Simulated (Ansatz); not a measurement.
```yaml
crystal:
  lattice:
    - [3.48185, 0.00000, 0.00000]
    - [0.00000, 3.48185, 0.00000]
    - [0.00000, 0.00000, 9.33223]
  atoms:
    - { symbol: Na, position: [0.00000, 0.00000, 0.50000] }
    - { symbol: Na, position: [0.50000, 0.50000, 0.80331] }
    - { symbol: Na, position: [0.50000, 0.50000, 0.19669] }
    - { symbol: Cl, position: [0.00000, 0.00000, 0.00000] }
```

Space group P4/mmm; a structure from a database of computed crystals, not necessarily the ambient phase; changed on purpose from its base cell (functional r2SCAN, strained and moved within the space group); not relaxed (largest force 0.5 eV/Å).

Computed with Ansatz, DFT r2SCAN, scalar-relativistic, plane waves, PAW.

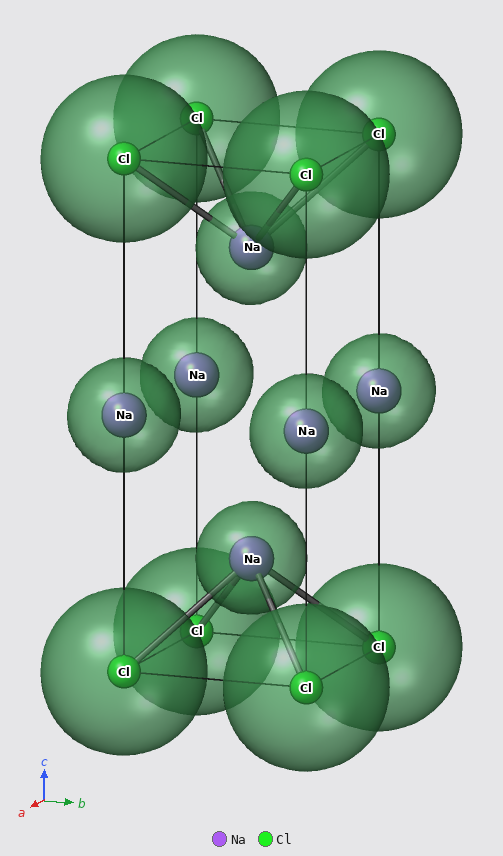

Na3Cl. Isosurface of the valence pseudo-density at 0.1 e/Å³ (green), seen slightly off an axis. Sticks mark near contacts.

Core electrons are frozen (PAW), and the valence fields are smoothed inside the atomic spheres.

How is the density connected at this value?

At this value the density breaks into separate islands; it holds about 90 % of the electrons treated as valence (semicore included). It bridges none of the near contacts. It is pinched off along the shortest Na–Cl (3.07 Å) contacts. On the grid the lowest density along these lines, outside the cores, is 0.05 e/Å³ (Na–Cl, 3.07 Å).
